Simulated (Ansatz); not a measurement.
```
Be
1.0
     2.23274    0.00000    0.00000
     0.00000    2.23274    0.00000
     0.00000    0.00000    2.06565
Be
1
Cartesian
  1.1164 1.1164 0.0000
```

Space group P4/mmm; a generated structure, not necessarily the stable one.

These are results of Ansatz, Kohn-Sham DFT of a periodic cell, BLYP, Ansatz PAW, not measurements.

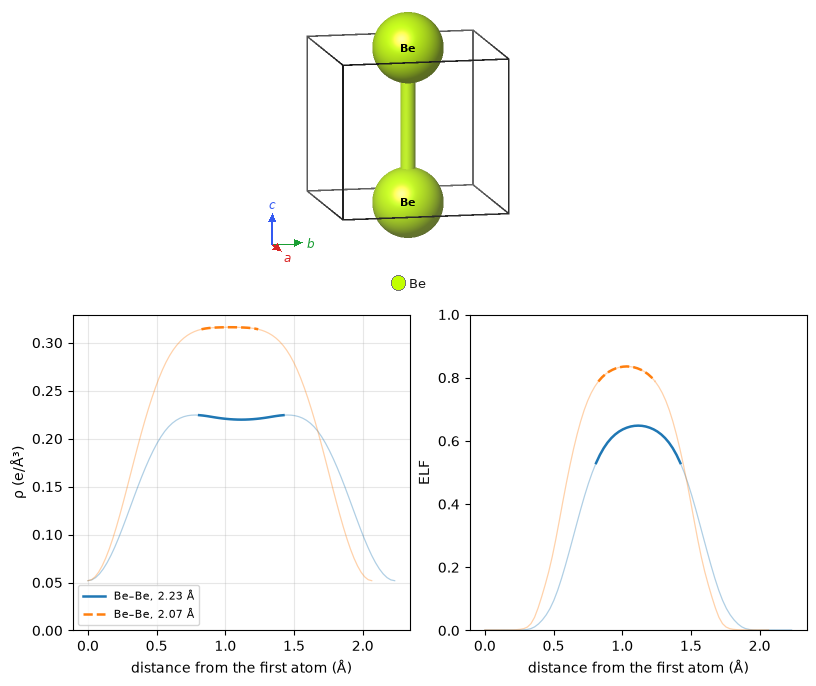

Be. Valence electron density and electron localisation function along straight lines between neighbouring atoms. Thin, pale parts lie inside the atomic spheres. The structure is drawn too.

In a PAW calculation such maps are meaningful between the atoms, not at the nuclei.

### Compare the contacts.

Be–Be (2.23 Å): the density is about 0.22 e/Å³ at the midpoint; the ELF peaks at about 0.65 between the atoms.
Be–Be (2.07 Å): ρ at the midpoint is about 0.32 e/Å³; the ELF peaks at about 0.85 between the atoms.
